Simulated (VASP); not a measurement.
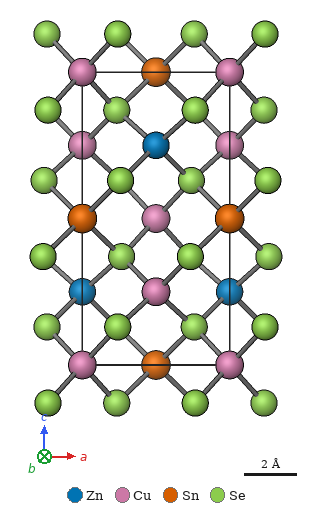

Starting structure of a crystal of ZnCu2SnSe4 (set up in I-4). Style: ball-and-stick. Shown: the conventional cell (2 times the calculation's cell), along the b axis. Lengths and directions refer to the drawn axes.

The run lets cell and atoms move.

The calculation used VASP 6.6.1, Kohn-Sham DFT of a periodic cell, PBEsol, VASP PAW PBE potentials, recommended.

Input file:
```
PREC = Accurate ; ENCUT = 600
EDIFF = 1E-6 ; ISMEAR = 1
SIGMA = 0.1 ; LREAL = F
LASPH = T ; NELM = 80
ALGO = Normal ; ISIF = 3
LWAVE = F ; LCHARG = F
GGA = PS ; IBRION = 2
NSW = 90 ; EDIFFG = -0.01
KPAR = 4
```

Run as
```bash
cat potpaw_PBE.64/Zn/POTCAR potpaw_PBE.64/Cu/POTCAR potpaw_PBE.64/Sn_d/POTCAR potpaw_PBE.64/Se/POTCAR > POTCAR
mpirun -np 4 vasp_std > vasp.out
```

The structure:
```xyz
8
Lattice="-2.8856 2.8856 5.7398 2.8856 -2.8856 5.7398 2.8856 2.8856 -5.7398" Properties=species:S:1:pos:R:3 pbc="T T T"
Zn    0.0000    2.8856    2.8699
Cu    2.8856    0.0000    2.8699
Cu    0.0000    0.0000    0.0000
Sn    0.0000    0.0000    5.7398
Se    1.5381    1.4990    4.2477
Se    1.3475    1.3866   -1.4921
Se   -1.4990    1.5381    7.2320
Se    4.3846    1.3475    1.4921
```

### Predict the outcome.

After 7 geometry steps the energy has fallen by 11.9 meV per atom. Largest force component: 0.13 eV/Å at the start, 0.0054 eV/Å at the end. The pressure goes from −2.87 to −0.03 GPa. The largest moves relative to the cell, 0.023 Å, are those of Se atoms. Zn and Sn and Cu stay in place. Cell: a = b 5.771 → 5.670 Å (−1.7 %), c 11.480 → 11.312 Å (−1.5 %). Volume −4.9 %. Near-neighbour distances that change, for instance: Cu–Se 2.442 → 2.387 Å, Se–Zn 2.487 → 2.453 Å, Se–Sn 2.615 → 2.592 Å. The space group stays I-4 (No. 82). It ran on 4 threads of Intel(R) Xeon(R) 6975P-C (Granite Rapids), with other jobs on the host.

Step by step:

| step | E − E(0), meV/atom | largest force component, eV/Å | pressure, GPa | volume, Å³/atom |
| --- | --- | --- | --- | --- |
| 0 | 0.00 | 0.1259 | -2.87 | 23.898 |
| 1 | -10.35 | 0.1552 | 0.93 | 22.449 |
| 2 | -11.12 | 0.1502 | 0.06 | 22.734 |
| 3 | -11.66 | 0.0882 | 0.02 | 22.724 |
| 4 | -11.92 | 0.0183 | -0.01 | 22.708 |
| 5 | -11.93 | 0.0129 | 0.05 | 22.710 |
| 6 | -11.93 | 0.0106 | 0.04 | 22.711 |
| 7 | -11.94 | 0.0054 | -0.03 | 22.732 |

After the run, drawn alike:

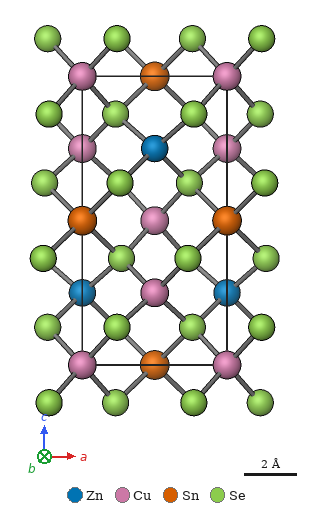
